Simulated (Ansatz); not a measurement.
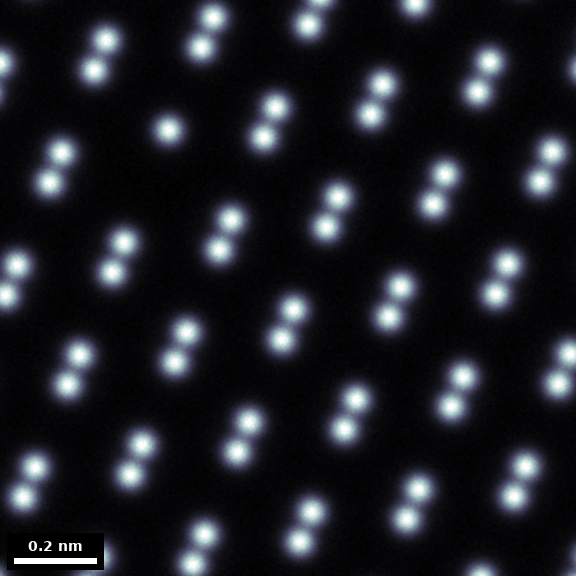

Z-contrast image of W (Fmmm, No. 69) along [101]. Simulation: incoherent imaging, intensity Z^1.7 per atom, probe width 0.50 Å, thin sample. The probe carries 15 % of its weight in a tail 2.5 times as wide. The display is stretched by a gamma of 0.8; percentages refer to the linear signal. Shot noise was added.

The sample is 1 repeat (5.2 Å) thick. One point defect was put into the perfect crystal, without relaxing the atoms around it. Brightness is counted from the darkest point of the image. Host structure: the end point of a relaxation with DFT PBE, scalar-relativistic, plane waves, PAW in Ansatz 0.2.0; the starting structure was generated, so it need not be a known form of this composition.

Where is the defect (in Å from the left and the top edge), and what does its contrast suggest?

Answer. At about 4 Å from the left and 4 Å from the top. The column has all but vanished there, which points to a vacancy or a much lighter atom. The column holds 1 atom (W) through the sample, and one W atom is missing, so its peak vanishes.
